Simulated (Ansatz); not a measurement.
# A thicker film of ZnS (10-10) from four thinner ones

In a field along its normal an insulating film takes a dipole p. Written as a length, p/(ε₀AE), it should grow by 1 − 1/ε for each ångström added.

Set-up. Ansatz 0.2.0, plane waves with PAW datasets (its set soft_2), PBE; wurtzite films relaxed at a bulk in-plane lattice constant near the measured one, then held in weak fields of both signs with a dipole correction (A is the cell's area, E the outer field).

| run | distance between the outer atoms (Å) | p/(ε₀AE) (Å) |
| --- | --- | --- |
| 3 units | 8.180 | 8.496 |
| 4 units | 11.513 | 11.269 |
| 5 units | 14.855 | 14.044 |
| 6 units | 18.201 | 16.820 |
| 8 units | 24.895 | ? |

**Question.** What value belongs in the row marked “?”, and how far can the other rows tell?

A least-squares line through the 4 rows shown has slope 0.8306 and intercept 1.7039; no row lies more than 0.002 Å off it. That slope means ε = 1/(1 − 0.8306) = 5.90. At 24.895 it gives 0.8306 × 24.895 + 1.7039 = 22.382 Å, beyond the rows fitted. Rounding and scatter of the rows alone allow about ±0.006 Å there.

The run itself gives 22.374 Å: a miss of −0.008 Å, or 0.0 % of the value. The length is met to within 1 %, though ε is more sensitive than the length: the two thickest films give ε = 5.87.

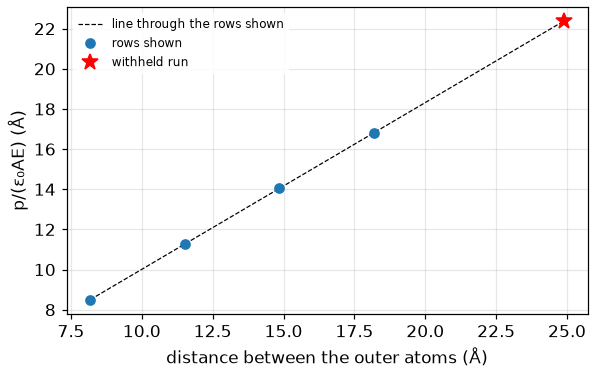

The fit and the withheld run.

Caveats: This is the electronic response alone. A unit is one step of the cut along the normal (a plane, a pair of planes or a cell), and the layers relax along it, away from their bulk spacing where the functional's lattice constant differs from the one held.
